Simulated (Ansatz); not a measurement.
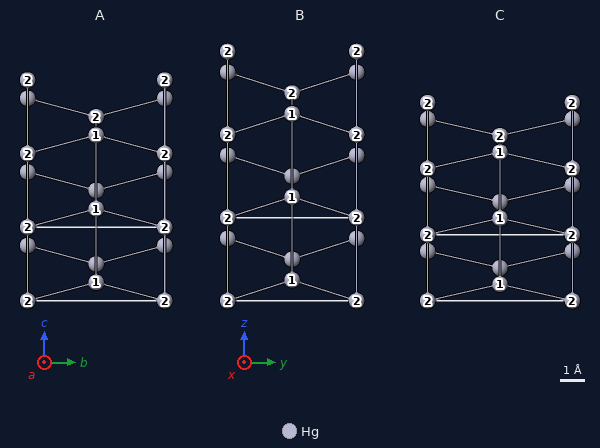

Energy scan for a crystal of Hg (I4_1/amd), in which the ratio of the cell's length along z to its lengths across, counted as 1 for the reference, is changed at fixed volume (a c/a path), with the atoms kept at their fractional coordinates. x, y and z are the Cartesian axes of the input. A ball-and-stick model of the conventional cell (2 times the calculation's cell), repeated 1 × 1 × 3 with one cell outlined, seen along the a axis. Lengths and directions refer to the drawn axes.

All numbers below come from Ansatz 0.2.0, DFT LDA, scalar-relativistic, plane waves, PAW. (plane-wave cutoff 420 eV; k-point mesh 18 × 18 × 18; occupations gaussian; smearing width 0.15 eV; no spin polarisation). Energies (free energies at the smearing named) are counted from the cell as listed in its source, which wasn't relaxed.

Q: Rank the frames from lowest to highest energy.

A: Lowest first: A (the relative ratio 1.00, 0.0 meV/atom), C (the relative ratio 0.85, 14.4 meV/atom), B (the relative ratio 1.20, 24.9 meV/atom). Over the whole scan: of the computed points the lowest is at the relative ratio 1.00, 0.0 meV/atom. At the ends of the scan the energy is 14.4 meV/atom (0.85) and 24.9 meV/atom (1.20). The unrelaxed reference is under a pressure of −4.5 GPa. The distortion keeps the space group I4_1/amd. At the relative ratio 1.20 the cell of the drawing goes a 5.860 → 5.514 Å, b 5.860 → 5.514 Å, c 3.145 → 3.552 Å.
